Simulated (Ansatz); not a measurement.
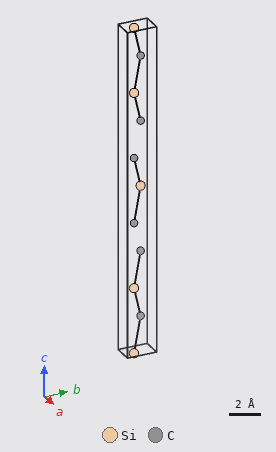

Crystalline Si2C3 (a generated structure, set up in P-6m2) (coarse preliminary run), before the relaxation. The picture is a ball-and-stick view of the cell of the calculation, seen slightly off an axis.

Theory: Ansatz 0.2.0, DFT PBE, scalar-relativistic, plane waves, PAW.

Input file:
```yaml
crystal:
  lattice:
    - [2.67398086, 0.0, 0.0]
    - [-1.33699043, 2.31573536, 0.0]
    - [0.0, 0.0, 22.23250845]
  atoms:
    - { symbol: Si, position: [0.66666667, 0.33333333, 0.8] }
    - { symbol: Si, position: [0.66666667, 0.33333333, 0.0] }
    - { symbol: Si, position: [0.66666667, 0.33333333, 0.2] }
    - { symbol: Si, position: [0.33333333, 0.66666667, 0.5] }
    - { symbol: C, position: [0.66666667, 0.33333333, 0.4] }
    - { symbol: C, position: [0.66666667, 0.33333333, 0.6] }
    - { symbol: C, position: [0.33333333, 0.66666667, 0.7] }
    - { symbol: C, position: [0.33333333, 0.66666667, 0.9] }
    - { symbol: C, position: [0.33333333, 0.66666667, 0.1] }
    - { symbol: C, position: [0.33333333, 0.66666667, 0.3] }
basis:
  ecutwfc: 420
kpoints:
  mp_grid: { grid: [6, 6, 1] }
hamiltonian:
  xc: pbe
scf:
  occupations: { method: gaussian, width: 0.1 }
  lower_state_search: "off"
output:
  forces: true
  stress: true
  eigenvalues: true
relax:
  adjacent_minimum: "off"
  f_tol: 0.04
  max_steps: 70
  cell: { stress_tol: 0.4 }
```

Run as
```bash
ansatz run input.yaml --threads 1 --pin off --max-ram 2560MiB --backend cpu --events-out ev --progress --plain --runs-dir out
```

What does the optimiser find from here?

After 21 accepted moves (22 points after the start) the energy has fallen by 25.419 eV per cell of the calculation. Largest force component: 0.41 eV/Å at the start, 0.021 eV/Å at the end. Pressure: −20.27 GPa at the start and 0.08 GPa at the end. The SCF was repeated once at an unchanged geometry on a basis and grid sized afresh for the cell, which shifted the energy by 5.3 meV per cell of the calculation at most. The largest moves relative to the cell, 1.06 Å, are those of C5 and C6. C6 goes along +c. Largest moves by element: C 1.06 Å, Si 0.22 Å. The volume changes by −32.4 %, with a = b 2.674 → 2.766 Å (+3.5 %), c 22.233 → 14.037 Å (−36.9 %). Near-neighbour distances that change, for instance: Si1–C6 4.447 → 1.967 Å, Si4–C10 4.447 → 2.002 Å, Si1–Si2 4.447 → 2.584 Å, C5–C10 2.707 → 1.664 Å. New bonds form: C5–C10 (2.71 → 1.66 Å), C6–C7 (2.71 → 1.66 Å), Si1–C6 (4.45 → 1.97 Å), Si3–C5 (4.45 → 1.97 Å). The space group stays P-6m2 (No. 187). The run took 92 s on 1 thread of Intel(R) Xeon(R) Processor @ 2.70GHz, on a shared host, peak memory 0.36 GiB.

Final geometry:

```
Si C
1.0
     2.76639    0.00000    0.00000
    -1.38319    2.39576    0.00000
     0.00000    0.00000   14.03733
Si C
4 6
Direct
  0.66667 0.33333 0.81591
  0.66667 0.33333 0.00000
  0.66667 0.33333 0.18409
  0.33333 0.66667 0.50000
  0.66667 0.33333 0.32424
  0.66667 0.33333 0.67576
  0.33333 0.66667 0.64262
  0.33333 0.66667 0.87336
  0.33333 0.66667 0.12664
  0.33333 0.66667 0.35738
```

The end point in the same view:

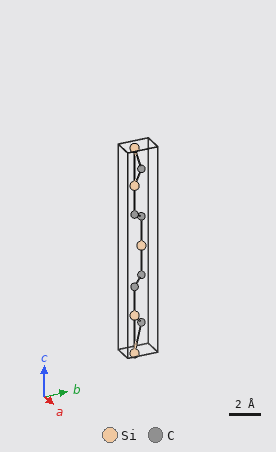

Limits of the set-up: the k-point mesh is coarse for a cell with partly filled bands.
